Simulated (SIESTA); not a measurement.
## Energy of PbS along an even scaling of the cell

System: PbS (2 atoms in the cell).
Method: Kohn-Sham DFT of a periodic cell, LDA, spin-orbit coupling, PseudoDojo 0.4 standard NC, numerical atomic orbitals (SIESTA 5.4.2).

The 7 runs differ only in the geometry, by an even scaling of the cell at fixed fractional positions. The structure derives from an entry of the Crystallography Open Database.

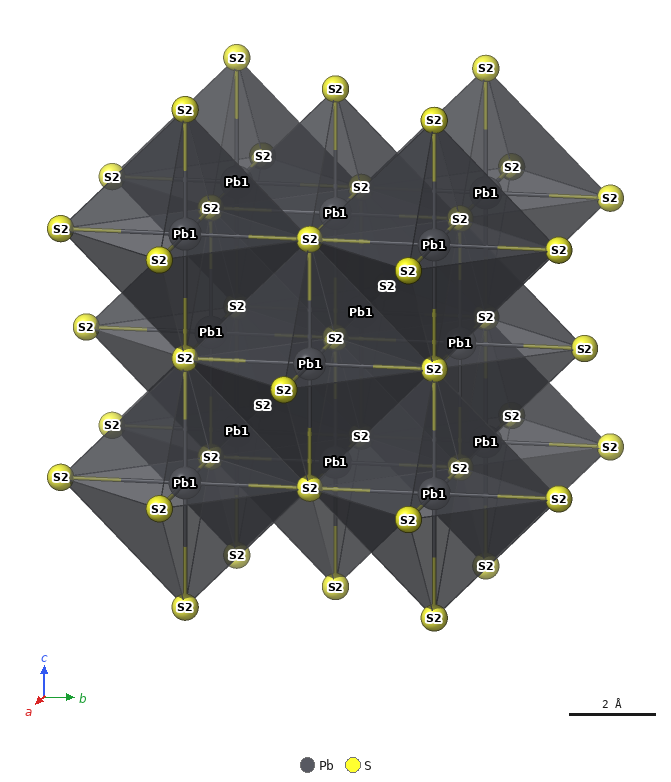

Figure 1. The structure of run 4 (polyhedral view of the cell 4 times as large as that of the calculation, set on its symmetry axes, seen slightly off an axis; polyhedra are completed across the faces of the cell; atoms are numbered from 1 in the order of the input).

### Input of run 4
```
SystemName                      Galena
SystemLabel                     PbS
NumberOfSpecies                 2
NumberOfAtoms                   2
%block ChemicalSpeciesLabel
  1  82 Pb
  2  16 S
%endblock ChemicalSpeciesLabel

LatticeConstant                 1.0 Ang
%block LatticeVectors
     0.0000000000     2.9657500000     2.9657500000
     2.9657500000     0.0000000000     2.9657500000
     2.9657500000     2.9657500000     0.0000000000
%endblock LatticeVectors
AtomicCoordinatesFormat         Fractional
%block AtomicCoordinatesAndAtomicSpecies
     0.0000000000     0.0000000000     0.0000000000  1  Pb
     0.5000000000     0.5000000000     0.5000000000  2  S
%endblock AtomicCoordinatesAndAtomicSpecies

%block kgrid.MonkhorstPack
    6   0   0  0.0
    0   6   0  0.0
    0   0   6  0.0
%endblock kgrid.MonkhorstPack
XC.Functional                   LDA
XC.Authors                      PW92
PAO.BasisSize                   DZP
PAO.EnergyShift                 0.002 Ry
Mesh.Cutoff                     500 Ry
Spin                            spin-orbit
%block DM.InitSpin
    1   0.000     0.00     0.00
    2   0.000     0.00     0.00
%endblock DM.InitSpin
WriteOrbMom                     true
OccupationFunction              FD
ElectronicTemperature           0.05 eV
MaxSCFIterations                120
SCF.MustConverge                false
SCF.Mixer.Method                Pulay
SCF.Mixer.Weight                0.25
SCF.Mixer.History               8
SCF.DM.Tolerance                5.0e-05
SCF.H.Tolerance                 1.0e-03 eV
WriteForces                     true
Charge.Mulliken                 end
```

Command:
```bash
siesta < PbS.fdf > PbS.out 2>&1
```

Lattice vectors (Å) and fractional positions of run 4:
```
   0.000000    2.965750    2.965750
   2.965750    0.000000    2.965750
   2.965750    2.965750    0.000000
Pb  0.000000  0.000000  0.000000
S   0.500000  0.500000  0.500000
```

Run 5 differs from it as follows:
```diff
-     0.0000000000     2.9657500000     2.9657500000
-     2.9657500000     0.0000000000     2.9657500000
-     2.9657500000     2.9657500000     0.0000000000
+     0.0000000000     2.9853913009     2.9853913009
+     2.9853913009     0.0000000000     2.9853913009
+     2.9853913009     2.9853913009     0.0000000000
```

### Results, with one run withheld

| run | volume per atom (Å³) | free energy per atom, from the lowest run given (meV) | pressure (GPa) | gap on the mesh (eV) |
| --- | --- | --- | --- | --- |
| 1 | 24.521 | 1.70 | 1.27 | 0.37 |
| 2 | 25.042 | 0.00 | −0.16 | 0.28 |
| 3 | 25.564 | 2.47 | −1.33 | 0.20 |
| 4 | 26.086 | 8.66 | −2.43 | 0.12 |
| 5 | 26.607 | ? | ? | ? |
| 6 | 27.129 | 30.49 | −4.20 | 0.01 |
| 7 | 27.651 | 45.35 | −4.89 | 0.06 |

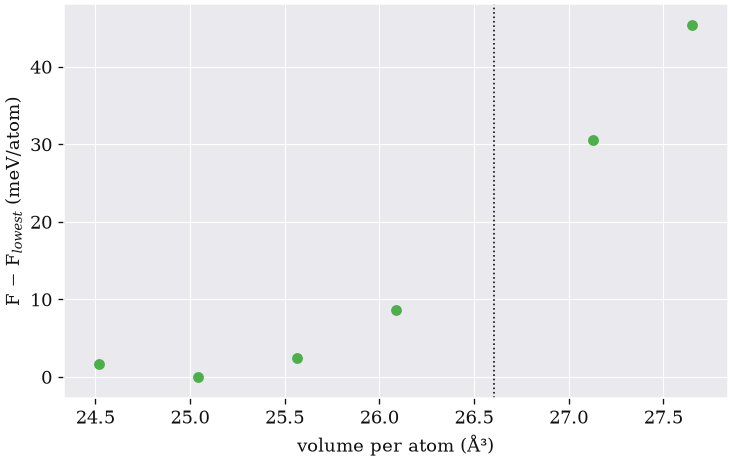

Figure 2. Free energy per atom of the runs given; the dotted line marks run 5.

Estimate the energy of run 5 from the others.

A cubic polynomial in V^(−2/3) (the Birch–Murnaghan form), fitted to the 6 runs given, misses them by at most 0.02 meV per atom. With x = V^(−2/3) − 0.11406 Å⁻², it reads F = 6.8581 − 4646 x + 7.715e+05 x² + 3.6305e+06 x³ (meV per atom). At run 5 it gives 18.13 meV per atom, and the run itself gives 18.15. The slope of the fit gives a pressure −dF/dV of −3.37 GPa there, and the run prints −3.36 GPa. The fit has its minimum at 24.984 Å³ per atom, where V d²F/dV² gives 62.7 GPa: the bulk modulus at this level, since symmetry fixes the shape and the positions. The gap on the mesh lies between 0.01 eV (run 6) and 0.37 eV (run 1); run 5 has 0.06 eV. These are gaps of this functional on this mesh, which can miss the band edges; they aren't the measured gap.

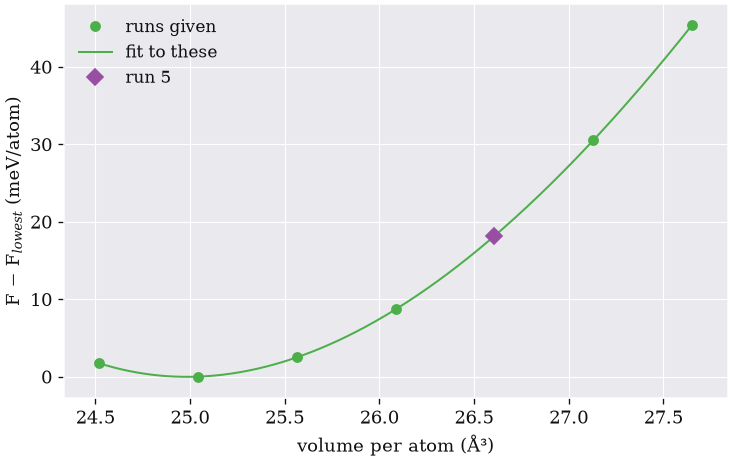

Figure 3. The fit and the withheld run.

### Some lines of the output (run 5)
```
[...]
outcell: Cell volume (Ang**3)        :     53.2150
stepf: Fermi-Dirac step function
siesta: Etot    =     -2204.722252
siesta: FreeEng =     -2204.722485
        iscf     Eharris(eV)        E_KS(eV)     FreeEng(eV)     dDmax    Ef(eV) dHmax(eV)
siesta: E_KS(eV) =            -2205.4183
siesta: E_KS - E_eggbox =     -2205.4183
siesta: Etot    =     -2205.418350
siesta: FreeEng =     -2205.420776
siesta:         Fermi =      -5.127236
siesta: Cell volume =         53.214965 Ang**3
    Orbital volume contribution        =           2.365388 eV
```

Notes on the run: xc_check: WARNING: Pseudopotential generated with GGA PBE functional. With a small basis of atomic orbitals these values can differ much from converged plane-wave results.
